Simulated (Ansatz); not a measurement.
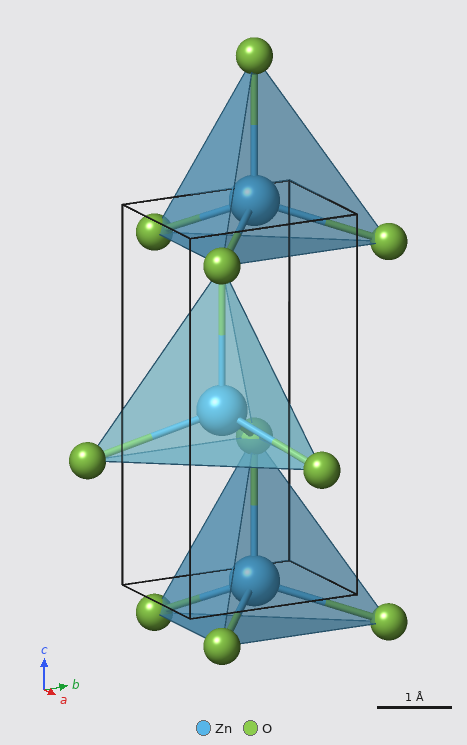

Crystal structure, polyhedral style, seen slightly off an axis. The unit cell is outlined; an atom on or near a face, edge or corner is repeated at each equivalent position. Some atoms of the next cells are drawn as well.

ZnO, a = 3.24 Å, b = 3.18 Å, c = 5.21 Å, α = 90.00°, β = 90.00°, γ = 118.27°.

Run with Ansatz 0.2.0, DFT, PBE, plane waves, PAW and these settings: a plane-wave cutoff of 420 eV, a 12×12×6 k-point grid, Fermi-Dirac smearing of 0.02 eV, no spin polarisation.

**Is it conducting or gapped at this level?**

A semiconductor at this level, with a gap of 0.76 eV, direct.

**State the hydrostatic pressure.**

The computed pressure is 6.0 GPa (compressed: it would expand).

The cell started as a structure type filled with these elements by a generator (whether the compound takes this form wasn't checked). The cell was then strained or its atoms displaced on purpose. A calculation with Ansatz used it as input.

At this level of theory the cell isn't at rest (compressed, at 6 GPa), so its distances can differ from those at equilibrium, the more so the softer the solid.
